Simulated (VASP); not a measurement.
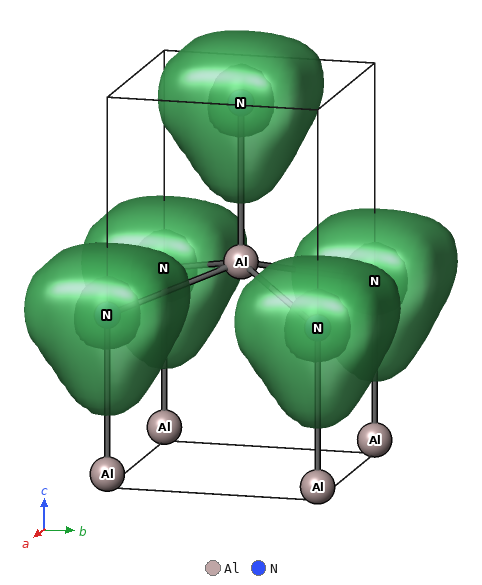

Figure 1: AlN. Isosurface of the electron localisation function at 0.7 (green), seen slightly off an axis. Core shells and regions of very low density are left out. Sticks mark near contacts.

Space group I4mm; a generated structure, not necessarily the stable one; computed pressure about 10 GPa in this cell.

All numbers below come from Kohn-Sham DFT of a periodic cell, PBEsol, VASP PAW PBE potentials, recommended in VASP 6.6.1.

Core electrons are frozen (PAW), and the valence fields are smoothed inside the atomic spheres.

```
Al N
1.0
     1.88913   -1.88913    0.00000
     1.88913    1.88913    0.00000
     0.00000    0.00000    4.91175
Al N
2 2
Direct
  0.00000 0.00000 0.03461
  0.50000 0.50000 0.53461
  0.00000 0.00000 0.44206
  0.50000 0.50000 0.94206
```

### Describe the localisation domains.

At this value the surface marks out two regions on N in which the atom's valence shell and bonds are merged, counted in one cell of 4 atoms. Any copies at cell faces, edges or corners count once.

Values along the shortest contacts:
Al–N (1.94 Å): the ELF peaks at about 0.85 in the valence shell of N, 0.7 Å from its nucleus, and is about 0.80 at the midpoint. Al–N (2.00 Å): the ELF peaks at about 0.85 between the atoms.

### Metal or insulator at this level of theory?

It is gapped, with a Kohn–Sham gap of 4.2 eV on the k-point mesh (the band edges may lie off the mesh, which would make the gap smaller).
